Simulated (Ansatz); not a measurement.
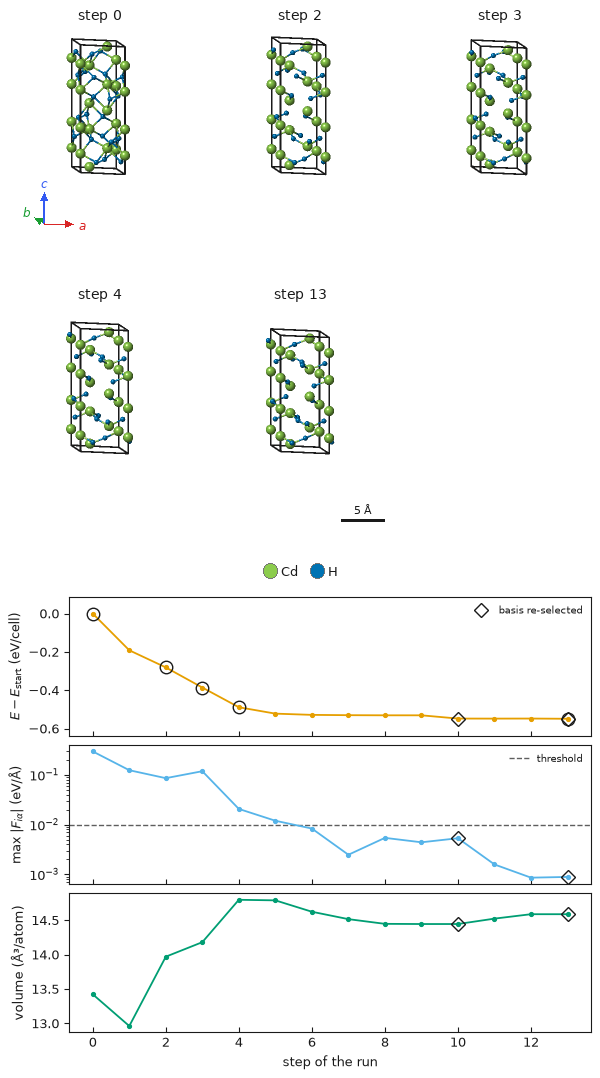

Frames of a relaxation of a crystal of Cd2H3 (built on the corundum_167 type), marked on the history of the run. A ball-and-stick model of the conventional cell (3 times the calculation's cell), seen slightly off an axis. Lengths and directions refer to the drawn axes.

Case: corundum type (R-3c, No. 167).

Method: DFT PBE, scalar-relativistic, plane waves, PAW in Ansatz.

Input
```yaml
crystal:
  lattice:
    - [2.7715478562, 1.6001539008, 5.0446333032]
    - [-2.7715478562, 1.6001539008, 5.0446333032]
    - [0.0, -3.2003078017, 5.0446333032]
  atoms:
    - { symbol: Cd, position: [0.85218, 0.85218, 0.85218] }
    - { symbol: Cd, position: [0.64782, 0.64782, 0.64782] }
    - { symbol: Cd, position: [0.14782, 0.14782, 0.14782] }
    - { symbol: Cd, position: [0.35218, 0.35218, 0.35218] }
    - { symbol: H, position: [0.05625, 0.44375, 0.75] }
    - { symbol: H, position: [0.75, 0.05625, 0.44375] }
    - { symbol: H, position: [0.44375, 0.75, 0.05625] }
    - { symbol: H, position: [0.94375, 0.55625, 0.25] }
    - { symbol: H, position: [0.25, 0.94375, 0.55625] }
    - { symbol: H, position: [0.55625, 0.25, 0.94375] }
basis:
  ecutwfc: 420
kpoints:
  mp_grid: { grid: [12, 12, 12] }
hamiltonian:
  xc: pbe
scf:
  occupations: { method: gaussian, width: 0.1 }
output:
  forces: true
  stress: true
  eigenvalues: true
relax:
  adjacent_minimum: "off"
  f_tol: 0.01
  max_steps: 80
  cell: { stress_tol: 0.05 }
```

Command:
```bash
ansatz run input.yaml --threads 1 --pin off --max-ram 2560MiB --backend cpu --events-out ev --progress --plain --runs-dir out
```

What happens along the run?

Answer. The largest moves relative to the cell, 0.88 Å, are those of H5, H6, H7, H8, H9 and H10. H5 goes along +a. Largest moves by element: H 0.88 Å, Cd 0.20 Å. The drawn cell changes as follows: a = b 5.543 → 6.058 Å (+9.3 %), c 15.134 → 13.770 Å (−9.0 %); the volume changes by +8.7 %. Some distances before and after: Cd1–H5 2.296 → 3.177 Å, Cd1–H10 2.160 → 1.901 Å. Among the angles between lasting bonds that change: Cd1–H8–Cd2 120.4° → 162.5°, H8–Cd1–H9 101.2° → 107.7°. The space group stays R-3c (No. 167). After 11 accepted moves (13 points after the start) the energy has fallen by 0.548 eV per cell of the calculation. The largest force component goes from 0.3 to 0.00088 eV/Å. The pressure goes from −0.89 to −0.01 GPa. At 2 points the geometry stayed and the basis and grid were re-selected for the new cell (energy shift of 16.9 meV per cell of the calculation at most each time). The run took 7.6 min on 1 thread of Intel(R) Xeon(R) 6975P-C (Granite Rapids), on a shared host, peak memory 1.1 GiB. From step 0 to 2: H atoms move most (0.27 Å), volume +4.1 %, energy −0.281 eV per cell of the calculation. From step 2 to 3: H atoms move most (0.21 Å), volume +1.5 %, energy −0.105 eV per cell of the calculation. From step 3 to 4: H atoms move most (0.21 Å), volume +4.3 %, energy −0.103 eV per cell of the calculation. From step 4 to 13: H atoms move most (0.16 Å), volume −1.4 %, energy −60.1 meV per cell of the calculation.

```
step  E − E(0), meV/atom  largest force component, eV/Å  pressure, GPa  volume, Å³/atom                      note
   0                0.00                         0.2961          -0.89           13.423                          
   1              -19.15                         0.1240           0.95           12.962                          
   2              -28.07                         0.0858          -0.72           13.970                          
   3              -38.57                         0.1184           1.31           14.182                          
   4              -48.84                         0.0206          -0.20           14.798                          
   5              -52.17                         0.0119          -0.56           14.789                          
   6              -52.82                         0.0083          -0.13           14.624                          
   7              -52.98                         0.0025          -0.02           14.516                          
   8              -53.04                         0.0054           0.04           14.448                          
   9              -53.05                         0.0044          -0.01           14.445                          
  10              -54.74                         0.0053           0.09           14.445  same geometry, new basis
  11              -54.77                         0.0016           0.03           14.524                          
  12              -54.74                         0.0009          -0.01           14.588                          
  13              -54.85                         0.0009          -0.01           14.588  same geometry, new basis
```
